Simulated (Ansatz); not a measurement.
```
CELL_PARAMETERS angstrom
4.25359 0.00000 0.00000
0.00000 4.25359 0.00000
0.00000 0.00000 4.25359
ATOMIC_POSITIONS crystal
Mg 0.00000 0.00000 0.00000
Mg 0.50000 0.50000 0.00000
Mg 0.50000 0.00000 0.50000
Mg 0.00000 0.50000 0.50000
O 0.50000 0.00000 0.00000
O 0.00000 0.50000 0.00000
O 0.00000 0.00000 0.50000
O 0.50000 0.50000 0.50000
```

Space group Fm-3m; a structure from a database of computed crystals, not necessarily the ambient phase.

These are results of Ansatz, DFT PBE, scalar-relativistic, plane waves, PAW, not measurements.

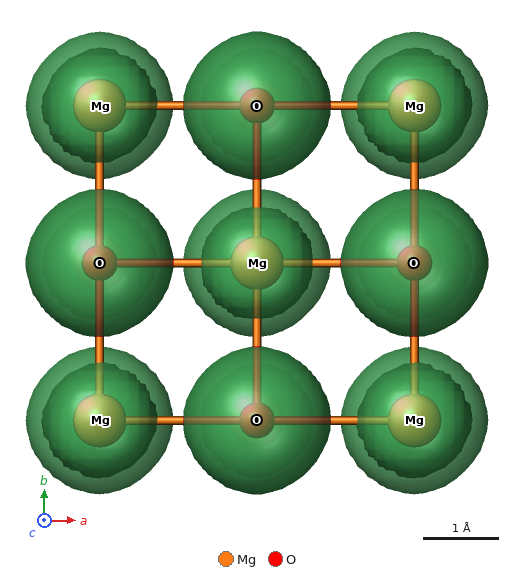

MgO. Isosurface of the valence electron density at 0.4 e/Å³ (green), seen along the c axis. Sticks mark near contacts.

Core electrons are frozen (PAW), and the valence fields are smoothed inside the atomic spheres.

Question: What does this surface tell about the bonding?

Answer: At this value the density breaks into separate islands; it holds about 85 % of the electrons treated as valence (semicore included). It bridges none of the near contacts. It is pinched off along the sampled Mg–O (2.13 Å) contacts. On the grid the lowest density along these lines, outside the cores, is 0.27 e/Å³ (Mg–O, 2.13 Å).

Question: Metal or insulator at this level of theory?

Answer: It is gapped, with a Kohn–Sham gap of 4.5 eV on the k-point mesh (the band edges may lie off the mesh, which would make the gap smaller).
